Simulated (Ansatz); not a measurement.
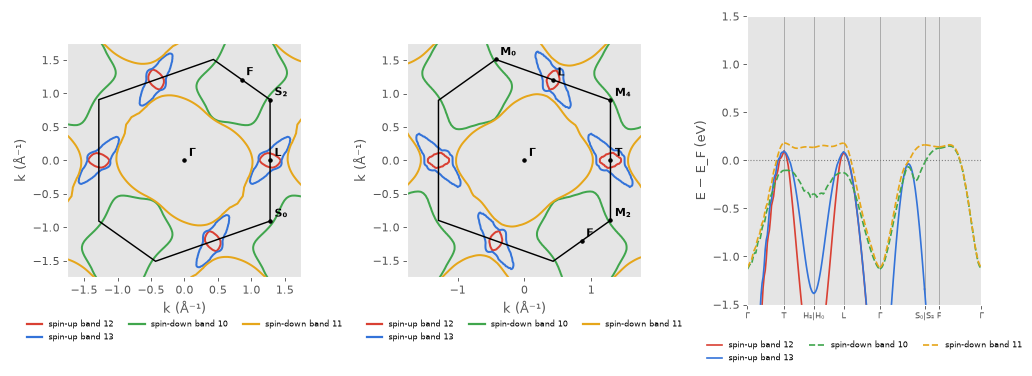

CoO in space group R-3m: cuts through the Fermi surface in the plane through Γ, L and F and the plane through Γ, T and L, and the bands that cross the Fermi level.

Method: DFT PBE, scalar-relativistic, plane waves, PAW; levels and slopes on a k mesh at the converged density in Ansatz. Collinear spin polarisation. Mesh 18×18×18, interpolated with the band slopes. The geometry was not relaxed. The cell comes from a database of computed structures, not from a measurement.

Q: For each band, read its level at the labelled points (eV from the Fermi level).

A:
```tsv
band	Γ	T	L	F
spin-up band 12	below	+0.09	+0.08	below
spin-up band 13	below	+0.09	+0.09	below
spin-down band 10	−1.13	−0.10	−0.13	+0.13
spin-down band 11	−1.12	+0.18	+0.18	+0.14
```

Negative values are filled states; "above" and "below" lie outside the plotted window.

No Hubbard term was used, so a compound that is really a magnetic or Mott insulator can come out metallic. The run ends with a net moment of 3.0 μB a cell, the order reached from its starting moments, not necessarily the lowest. The mesh is coarse (steps of 0.14 Å⁻¹).
